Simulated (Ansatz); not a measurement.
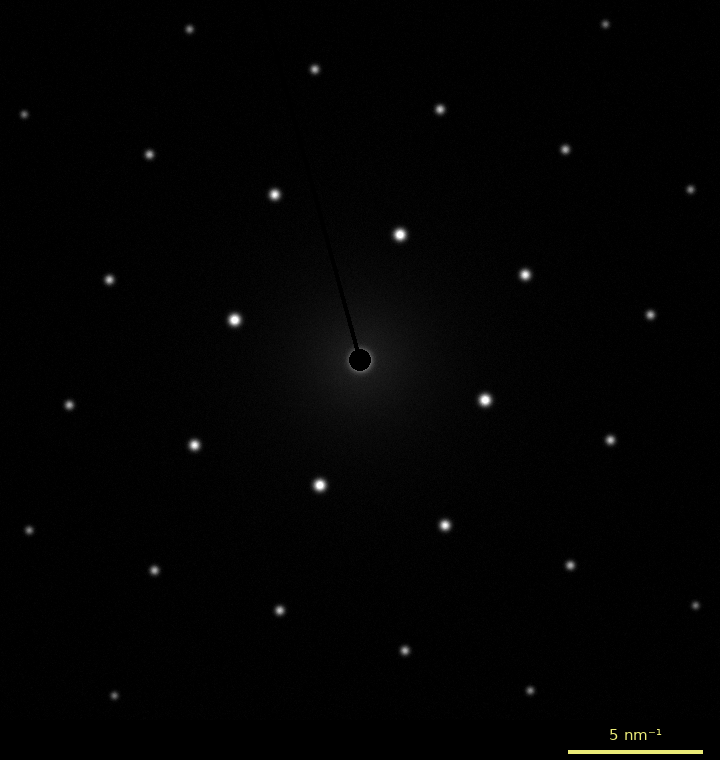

Computed electron diffraction pattern, 200 kV, single scattering only, B = 0.8 Å².

It belongs to W, space group Fm-3m (No. 225), a = 4.055 Å. Structure: the geometry relaxed with DFT, RPBE, plane waves (420 eV) with PAW, scalar-relativistic in Ansatz; the starting structure was generated, so it need not be a known form of this composition.

Question: Determine the zone axis from the geometry of the pattern.

Answer: The spots form a square net with both shortest vectors at d = 2.03 Å, 90.0° apart. They index as 2 0 0 and 0 2 0, so the zone axis is [001] (or an equivalent direction of <001>).

Question: Which reflections of this zone are missing, and why?

Answer: The lattice centring (F) removes all reflections that break h + k = 2n, h + l = 2n.
